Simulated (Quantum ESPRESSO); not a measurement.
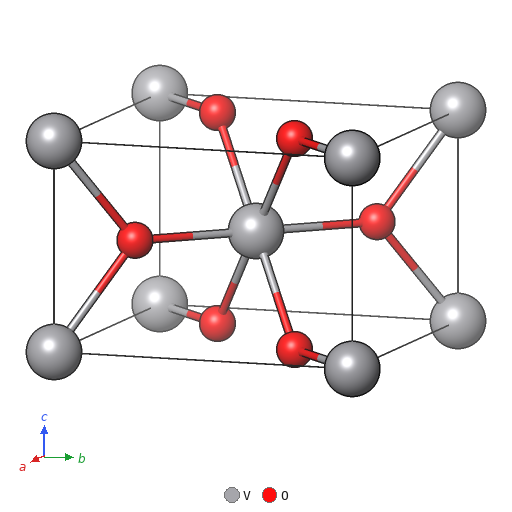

System: VO₂, space group P4_2/mnm (No. 136). The picture shows the conventional cell.

Starting cell:
```xyz
6
Lattice="4.5072 0.0000 0.0000 0.0000 4.5072 0.0000 0.0000 0.0000 3.0444" Properties=species:S:1:pos:R:3 pbc="T T T"
V     2.2536    2.2536    1.5222
V     0.0000    0.0000    0.0000
O     0.9031    3.6041    1.5222
O     3.6041    0.9031    1.5222
O     3.1567    3.1567    0.0000
O     1.3505    1.3505    0.0000
```

Computed with Quantum ESPRESSO 7.5: plane-wave DFT, collinear spins; energies at scaled volumes of the given cell, shape and fractions fixed, counted from the fit's minimum, third-order Birch-Murnaghan fit. Level: PBE, collinear spin.

- k mesh: 6×6×9
- occupations: Fermi–Dirac
- smearing width: 0.05 eV
- potentials: SSSP 1.3 efficiency PBE
- wave cutoff: 748.3 eV
- density cutoff: 5987 eV

Predict the energy and pressure against volume. The volume takes the values 9.69, 9.90, 10.10, 10.31, 10.51, 10.72, 10.93 Å³/atom.

A third-order Birch–Murnaghan fit gives V0 = 9.89 Å³/atom, B0 = 241 GPa and B′ = 4.5. The energy is 3.28 meV/atom at volume 9.69 Å³/atom and 67.75 meV/atom at 10.93 Å³/atom; the lowest computed point is at volume 9.90 Å³/atom (0.00 meV/atom). The pressure falls from 5.00 GPa at volume 9.69 Å³/atom to −19.40 GPa at 10.93 Å³/atom, and changes sign near 9.88 Å³/atom.

```json
{"volume (Å³/atom)": "9.69", "energy (meV/atom)": "3.28", "pressure (GPa)": "5.00"}
{"volume (Å³/atom)": "9.90", "energy (meV/atom)": "0.00", "pressure (GPa)": "-0.31"}
{"volume (Å³/atom)": "10.10", "energy (meV/atom)": "3.19", "pressure (GPa)": "-5.04"}
{"volume (Å³/atom)": "10.31", "energy (meV/atom)": "12.16", "pressure (GPa)": "-9.27"}
{"volume (Å³/atom)": "10.51", "energy (meV/atom)": "26.26", "pressure (GPa)": "-13.05"}
{"volume (Å³/atom)": "10.72", "energy (meV/atom)": "44.96", "pressure (GPa)": "-16.41"}
{"volume (Å³/atom)": "10.93", "energy (meV/atom)": "67.75", "pressure (GPa)": "-19.40"}
```

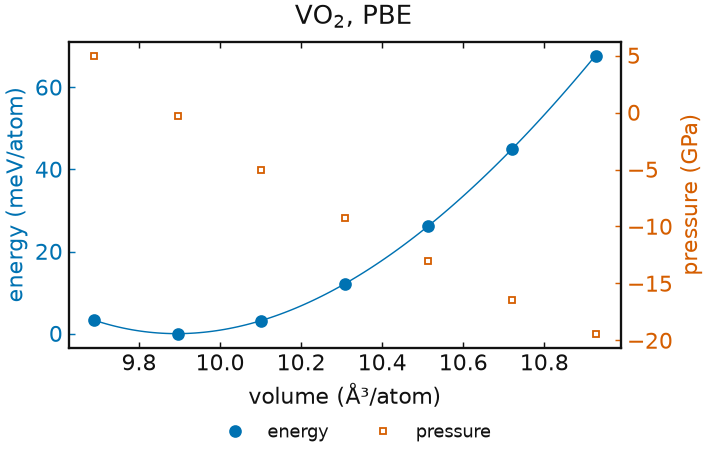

Keep in mind: shape and atomic fractions are frozen while scaling, which makes layered, chain and framework solids too stiff.
